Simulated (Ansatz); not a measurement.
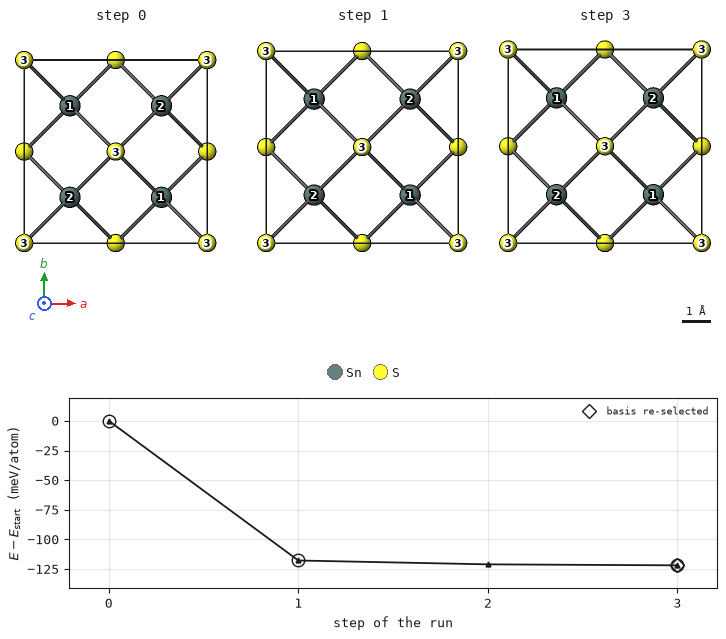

Frames of a relaxation of a crystal of Sn2S (built on the fluorite_225 type) (coarse preliminary run), marked on the history of the run. The picture is a ball-and-stick view of the conventional cell (4 times the calculation's cell), seen along the c axis. Lengths and directions refer to the drawn axes.

Case: anti-fluorite type (Fm-3m, No. 225).

These are results of Ansatz, DFT PBE, scalar-relativistic, plane waves, PAW, not measurements.

Input
```yaml
crystal:
  lattice:
    - [0.0, 3.2858960473, 3.2858960473]
    - [3.2858960473, 0.0, 3.2858960473]
    - [3.2858960473, 3.2858960473, 0.0]
  atoms:
    - { symbol: Sn, position: [0.25, 0.25, 0.25] }
    - { symbol: Sn, position: [0.75, 0.75, 0.75] }
    - { symbol: S, position: [0.0, 0.0, 0.0] }
basis:
  ecutwfc: 420
kpoints:
  mp_grid: { grid: [4, 4, 4] }
hamiltonian:
  xc: pbe
scf:
  occupations: { method: gaussian, width: 0.1 }
  lower_state_search: "off"
output:
  forces: true
  stress: true
  eigenvalues: true
relax:
  adjacent_minimum: "off"
  f_tol: 0.04
  max_steps: 70
  cell: { stress_tol: 0.4 }
```

Run as
```bash
ansatz run input.yaml --threads 1 --pin off --max-ram 2560MiB --backend cpu --events-out ev --progress --plain --runs-dir out
```

**Describe the path.**

The energy falls by 122 meV per atom in 2 accepted moves (3 points after the start). All forces vanish by symmetry, so only the cell relaxes. The pressure goes from 9.88 to 0.20 GPa. At 1 point the geometry stayed and the basis and grid were re-selected for the new cell (energy shift of 0.8 meV per atom at most each time). No atom moves by more than 0.005 Å relative to the cell. The drawn cell changes as follows: a = b = c 6.572 → 6.950 Å (+5.8 %); the volume changes by +18.3 %. Among the contacts that change: Sn1–S3 2.846 → 3.010 Å. The space group stays Fm-3m (No. 225). The run took 6.6 s on 1 thread of Intel(R) Xeon(R) Platinum 8488C (Sapphire Rapids), with other jobs on the host, peak memory 0.38 GiB. From step 0 to 1: volume +15.3 %, energy −118 meV per atom. From step 1 to 3: volume +2.6 %, energy −4.1 meV per atom.

```json
{"step": "0", "E − E(0), meV/atom": "0.00", "pressure, GPa": "9.88", "volume, Å³/atom": "23.652", "note": ""}
{"step": "1", "E − E(0), meV/atom": "-117.77", "pressure, GPa": "1.38", "volume, Å³/atom": "27.283", "note": ""}
{"step": "2", "E − E(0), meV/atom": "-121.03", "pressure, GPa": "0.21", "volume, Å³/atom": "27.981", "note": ""}
{"step": "3", "E − E(0), meV/atom": "-121.87", "pressure, GPa": "0.20", "volume, Å³/atom": "27.981", "note": "same geometry, new basis"}
```
